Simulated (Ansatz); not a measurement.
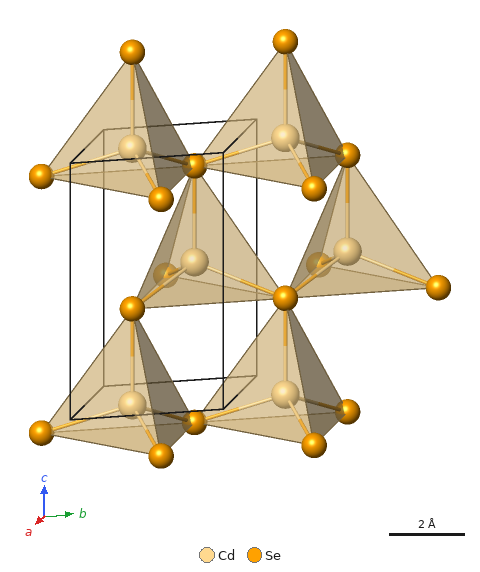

Starting structure of crystalline CdSe (built on the CdSe-type type). Style: polyhedral. Shown: the cell of the calculation, repeated 1 × 2 × 1 with one cell outlined, slightly off an axis.

The calculation used Ansatz, DFT PBEsol, scalar-relativistic, plane waves, PAW.

Input
```yaml
crystal:
  lattice:
    - [4.3389171817, 0.0, 0.0]
    - [-2.1694585909, 3.7576125043, 0.0]
    - [0.0, 0.0, 7.0811614332]
  atoms:
    - { symbol: Cd, position: [0.6666666667, 0.3333333333, 0.0] }
    - { symbol: Cd, position: [0.3333333333, 0.6666666667, 0.5] }
    - { symbol: Se, position: [0.6666666667, 0.3333333333, 0.375] }
    - { symbol: Se, position: [0.3333333333, 0.6666666667, 0.875] }
basis:
  ecutwfc: 420
  ecutrho_ratio: 4
kpoints:
  mp_grid: { grid: [10, 10, 6] }
hamiltonian:
  xc: pbesol
scf:
  occupations: { method: gaussian, width: 0.05 }
output:
  forces: true
  stress: true
  eigenvalues: true
relax:
  f_tol: 0.01
  max_steps: 60
  cell: { stress_tol: 0.04 }
```

Run as
```bash
ansatz run input.yaml --threads 4 --pin off --max-ram 7168MiB --backend cpu --events-out ev --progress --plain --runs-dir out
```

Question: Predict the outcome.

Answer: Over 2 accepted moves (3 points after the start) the energy falls by 11.8 meV per cell of the calculation. Largest force component: 0.024 eV/Å at the start, 0.0021 eV/Å at the end. Pressure: −1.25 GPa at the start and −0.02 GPa at the end. The SCF was repeated once at an unchanged geometry on a basis and grid sized afresh for the cell, which shifted the energy by 0.5 meV per cell of the calculation at most. No atom moves by more than 0.005 Å relative to the cell. Cell: a = b 4.339 → 4.303 Å (−0.8 %), c 7.081 → 7.023 Å (−0.8 %). Volume −2.5 %. Near-neighbour distances that change, for instance: Cd1–Se4 2.657 → 2.633 Å, Cd1–Se3 2.655 → 2.638 Å. The space group stays P6_3mc (No. 186). The run took 51 s on 4 threads of Arm Neoverse N1, with other jobs on the host, peak memory 0.55 GiB.

Step by step:

```tsv
step	E − E(0), meV/atom	largest force component, eV/Å	pressure, GPa	volume, Å³/atom	note
0	0.00	0.0241	-1.25	28.863	
1	-2.61	0.0032	0.55	27.840	
2	-3.06	0.0021	-0.03	28.146	
3	-2.95	0.0021	-0.02	28.146	same geometry, new basis
```

After the run, drawn alike:

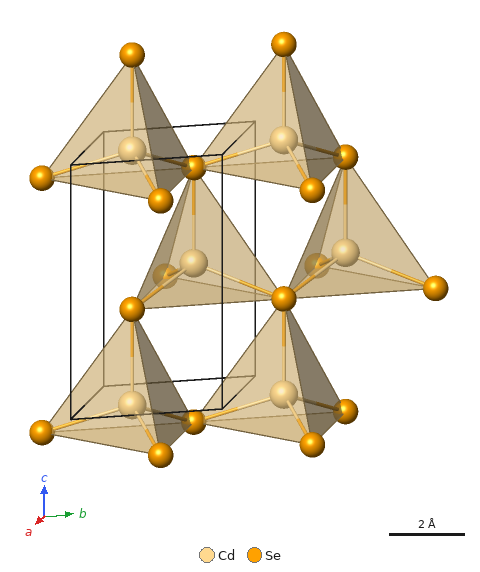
